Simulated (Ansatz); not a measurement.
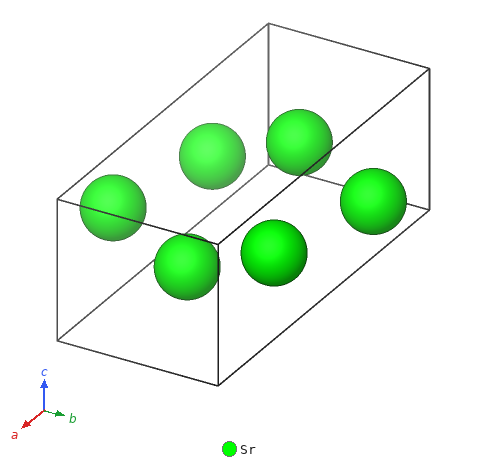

An orthographic spheres-only view of the structure, from a general direction. Atoms at the boundary of the conventional unit cell (the box) are drawn once for each face, edge or corner they touch.

Sr, space group C2/m (No. 12), a = 8.44 Å, b = 7.41 Å, c = 4.04 Å, α = 90.00°, β = 118.60°, γ = 90.00°.

All computed values are from DFT PBEsol, scalar-relativistic, plane waves, PAW in Ansatz. Settings: a kinetic-energy cutoff of 420 eV, k-points about 0.18 Å⁻¹ apart, Gaussian smearing of 0.1 eV, no spin polarisation.

> How large a gap does the method give, if there is one?

A metal: bands cross the Fermi level.

> What is the computed pressure?

The computed pressure is -0.5 GPa (stretched: it would shrink).

The structure was taken from a structure listed in the Materials Project. The cell was then strained or its atoms displaced on purpose. Ansatz was used for an electronic-structure calculation on it.
